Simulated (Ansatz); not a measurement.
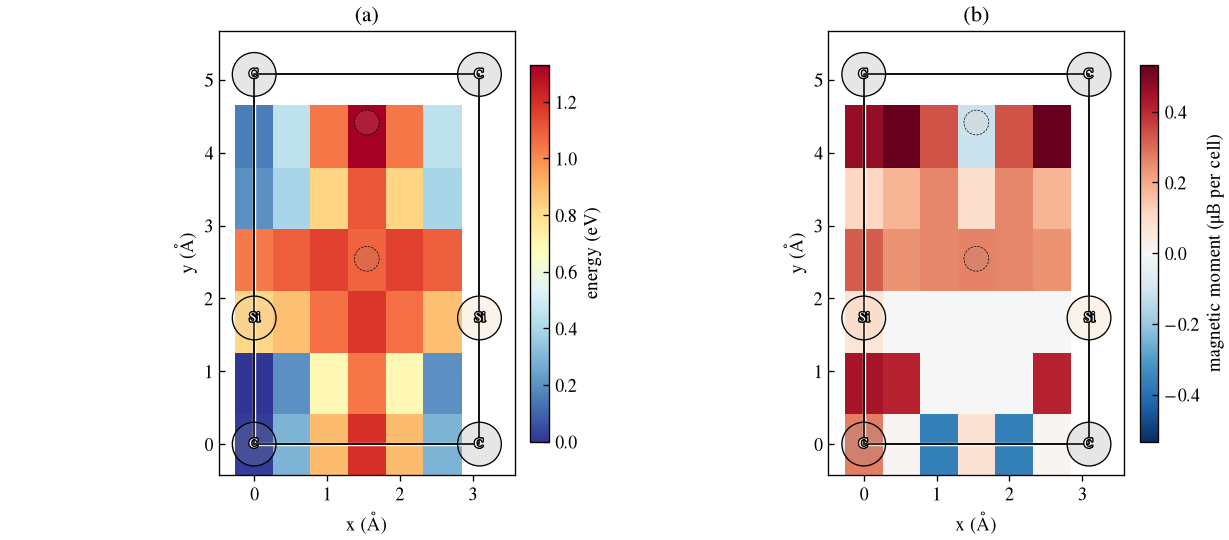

Si on a SiC(100) slab cut from the P6_3mc phase, its upper half relaxed before the scan (8 atoms of substrate and one adsorbate in a 1 × 1 cell). 
- Si is moved over the surface cell; relaxed at each place: the height of the adsorbate's atoms; substrate rigid; the origin of the map has the adsorbate above C8.
- Places are given modulo a cell vector. The map is drawn in real space over the plane of the surface.
- The scan uses a 6 × 6 grid; 24 points were computed and 12 follow by symmetry.
- All energies are given in eV relative to the lowest grid point.
- The magnetic moment jumps between some neighbouring points. With one adsorbate in each 1 × 1 cell, its nearest image is 3.1 Å away, so neighbouring adsorbates interact.
- All numbers below come from Ansatz 0.2.0, DFT PBE, scalar-relativistic, plane waves, PAW. Settings: cutoff 420 eV, k-mesh 9×5×1, gaussian smearing 0.05 eV, spin-polarised.

Panel (a) is the energy and panel (b) the computed magnetic moment on the same grid.

Drawn: one coloured cell a grid point, labelled circles for the atoms of the top layer and small ones for the second layer, the outline of one cell of the plane.

> How does the magnetic moment vary over the map, and what is it at the lowest grid point?

It runs from −0.37 μB per cell at (2/6, 0/6) of the cell vectors [nearest 1 C at 2.20 Å] to 0.53 μB per cell at (1/6, 5/6) of the cell vectors [nearest 1 C at 2.09 Å]. At the lowest grid point, a bridge site between C and Si, (0/6, 1/6) of the cell vectors, it is 0.44 μB per cell.

```csv
"second ↓, first →",0/6,1/6,2/6,3/6,4/6,5/6
5/6,0.47,0.53,0.34,−0.12,0.34,0.53
4/6,0.11,0.18,0.26,0.09,0.26,0.18
3/6,0.32,0.24,0.26,0.27,0.26,0.24
2/6,0.07,0.00,0.00,0.00,0.00,0.00
1/6,0.44,0.41,0.00,0.00,0.00,0.41
0/6,0.27,0.01,−0.37,0.08,−0.37,0.01
```

PAW datasets: the set soft_1.
